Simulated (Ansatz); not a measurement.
Consider V.

Input

```
crystal:
  lattice:
    - [2.551130326, 0.0, 0.0]
    - [-1.275565163, 2.2093436706, 0.0]
    - [0.0, 0.0, 4.6269143324]
  atoms:
    - { symbol: V, position: [0.3333333333, 0.6666666667, 0.25], spin: 2.0 }
    - { symbol: V, position: [0.6666666667, 0.3333333333, 0.75], spin: 2.0 }
hamiltonian:
  xc: pbe
  pseudopotentials: { kind: paw }
magnetization:
  spin_polarized: true
kpoints:
  mp_grid: { grid: [12, 12, 6] }
scf:
  occupations: { method: fermi_dirac, width: 0.05 }
output:
  forces: true
  stress: true
  eigenvalues: true
  write_density: true
  write_potential: true
  elf: true
  volumetric_format: npy
```

Run with:

```sh
ansatz run input.yaml --threads 2 --pin off --max-ram 5120MiB --backend cpu --events-out ev --progress --plain --runs-dir out
```

Below, planes, directions and counts refer to the conventional cell (a = 2.55 Å, b = 2.55 Å, c = 4.63 Å, α = 90.00°, β = 90.00°, γ = 120.00°).

Space group P6₃/mmc; a structure from a database of computed crystals, not necessarily the ambient phase; computed pressure about 11 GPa in this cell; the program warned that a starting moment wasn't kept; spin-polarised, but the moments vanished.

All numbers below come from Ansatz, Kohn-Sham DFT of a periodic cell, PBE, Ansatz PAW.

Q: What will maps of the valence pseudo-density and electron localisation function show?

A: V–V (2.55 Å): the density is about 0.32 e/Å³ at the midpoint; the ELF is about 0.25 at the midpoint; no shared electron pair shows on this line.

Q: Does the calculation give a band gap?

A: It is gapless in this calculation (a metal or semimetal).

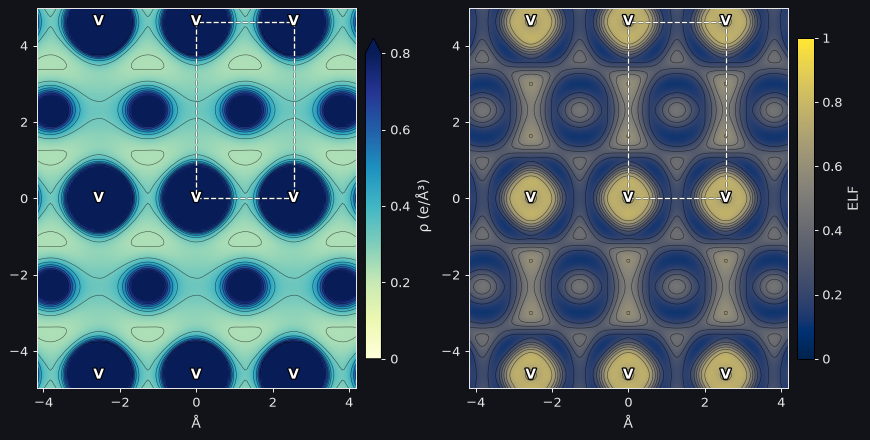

Computed valence pseudo-density and electron localisation function on the (100) plane of the conventional cell, in this order. Atoms just off the plane (V, 0.7 Å away) can leave unmarked features too.

Core electrons are frozen (PAW), and the valence fields are smoothed inside the atomic spheres.
